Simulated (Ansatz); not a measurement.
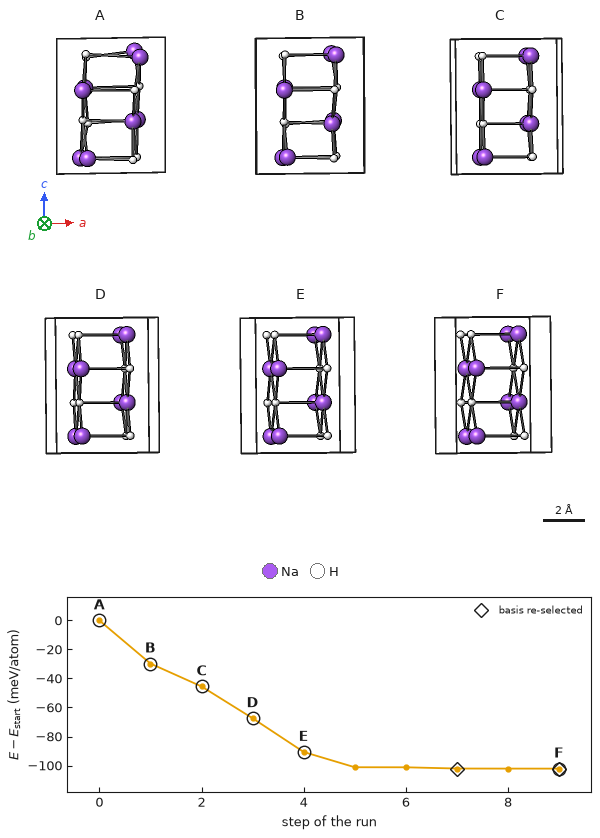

Frames of a relaxation of solid NaH (built on the TlCl-63 type type), marked on the history of the run. Style: ball-and-stick. Shown: the cell of the calculation, reduced to other axes, along the b axis. Lengths and directions refer to the drawn axes.

Case: shaken.

All numbers below come from DFT, PBEsol, plane waves, PAW (Ansatz 0.2.0).

Input file:
```yaml
crystal:
  lattice:
    - [3.3305883081, -10.8700576948, 0.0760205523]
    - [1.5970626108, 5.4149435622, -0.0491017033]
    - [-0.0232107269, -0.0536626357, 6.7392156296]
  atoms:
    - { symbol: Na, position: [0.1791076266, 0.5972398442, 0.3843546164] }
    - { symbol: Na, position: [0.3047247409, 0.3756809912, 0.1455723401] }
    - { symbol: H, position: [0.4366974533, 0.1414086159, 0.1162337108] }
    - { symbol: H, position: [0.0608375742, 0.839764983, 0.3872248162] }
    - { symbol: Na, position: [0.1812809354, 0.6473388227, 0.8892061183] }
    - { symbol: Na, position: [0.3110182702, 0.3233385427, 0.6191269678] }
    - { symbol: H, position: [0.4362521785, 0.1124184543, 0.6036562717] }
    - { symbol: H, position: [0.067529083, 0.8372767635, 0.9052191366] }
    - { symbol: Na, position: [0.6675622974, 0.5944263073, 0.3659733753] }
    - { symbol: Na, position: [0.8368525552, 0.3898990098, 0.09961367] }
    - { symbol: H, position: [0.9190325479, 0.1087373355, 0.1399166028] }
    - { symbol: H, position: [0.5908652358, 0.9419362956, 0.3595528716] }
    - { symbol: Na, position: [0.6871089498, 0.5936575444, 0.8843110463] }
    - { symbol: Na, position: [0.8043897174, 0.3501840737, 0.6058624896] }
    - { symbol: H, position: [0.9440208017, 0.1759862155, 0.6274263701] }
    - { symbol: H, position: [0.5718716735, 0.8806100405, 0.8839014158] }
kpoints:
  mp_grid: { grid: [4, 6, 4] }
hamiltonian:
  xc: pbesol
scf:
  occupations: { method: fermi_dirac, width: 0.05 }
relax:
  f_tol: 0.01
  cell: {}
  max_steps: 120
output:
  write_density: true
  write_potential: true
  elf: true
  volumetric_format: npy
```

### Describe the path.

The energy falls by 102 meV per atom in 7 accepted moves (9 points after the start). Largest force component: 0.64 eV/Å at the start, 0.00011 eV/Å at the end. Pressure: −0.24 GPa at the start and 0.01 GPa at the end. The SCF was repeated twice at an unchanged geometry on a basis and grid sized afresh for the cell, which shifted the energy by 0.9 meV per atom at most. H15 moves most relative to the cell: 0.51 Å along [−1 −2 0]. Largest moves by element: H 0.51 Å, Na 0.50 Å. The drawn cell changes as follows: a 5.646 → 4.792 Å (−15.1 %), b 6.525 → 6.774 Å (+3.8 %), c 6.739 → 6.777 Å (+0.6 %), α 89.6° → 90.0°, β 89.0° → 90.0°, γ 73.9° → 90.0°; the volume changes by −7.8 %. Some distances before and after: Na5–H8 3.570 → 2.396 Å, Na14–H15 3.451 → 2.396 Å, Na6–H7 3.364 → 2.396 Å, Na10–H11 3.326 → 2.396 Å. New bonds form: Na10–H11 (3.33 → 2.40 Å), Na13–H16 (3.02 → 2.40 Å), Na14–H15 (3.45 → 2.40 Å), Na1–H4 (3.24 → 2.40 Å). Among the angles between lasting bonds that change: Na2–H12–Na14 167.0° → 180.0°, H4–Na10–H16 167.2° → 180.0°, H4–Na10–H12 78.4° → 90.0°. The space group (tolerance 0.01 Å) goes from P1 (No. 1) to Fm-3m (No. 225). From step 0 to 1: Na2 moves most (0.20 Å), volume −2.0 %, energy −29.7 meV per atom. From step 1 to 2: Na14 moves most (0.20 Å), volume −1.1 %, energy −15.8 meV per atom. From step 2 to 3: Na and H atoms move most (0.12 Å), volume −2.4 %, energy −21.9 meV per atom. From step 3 to 4: Na and H atoms move most (0.10 Å), volume −2.2 %, energy −23.2 meV per atom. From step 4 to 9: Na10 moves most (0.09 Å), volume −0.3 %, energy −11.5 meV per atom.

| step | E − E(0), meV/atom | largest force component, eV/Å | pressure, GPa | volume, Å³/atom | note |
| --- | --- | --- | --- | --- | --- |
| 0 | 0.00 | 0.6441 | -0.24 | 14.907 |  |
| 1 | -29.71 | 0.1867 | 0.02 | 14.612 |  |
| 2 | -45.49 | 0.0774 | 0.14 | 14.456 |  |
| 3 | -67.42 | 0.1109 | 0.11 | 14.107 |  |
| 4 | -90.66 | 0.0918 | 0.11 | 13.793 |  |
| 5 | -101.18 | 0.0097 | -0.03 | 13.721 |  |
| 6 | -101.22 | 0.0008 | -0.01 | 13.708 |  |
| 7 | -102.07 | 0.0008 | 0.08 | 13.708 | same geometry, new basis |
| 8 | -102.12 | 0.0001 | 0.00 | 13.750 |  |
| 9 | -102.14 | 0.0001 | 0.01 | 13.750 | same geometry, new basis |
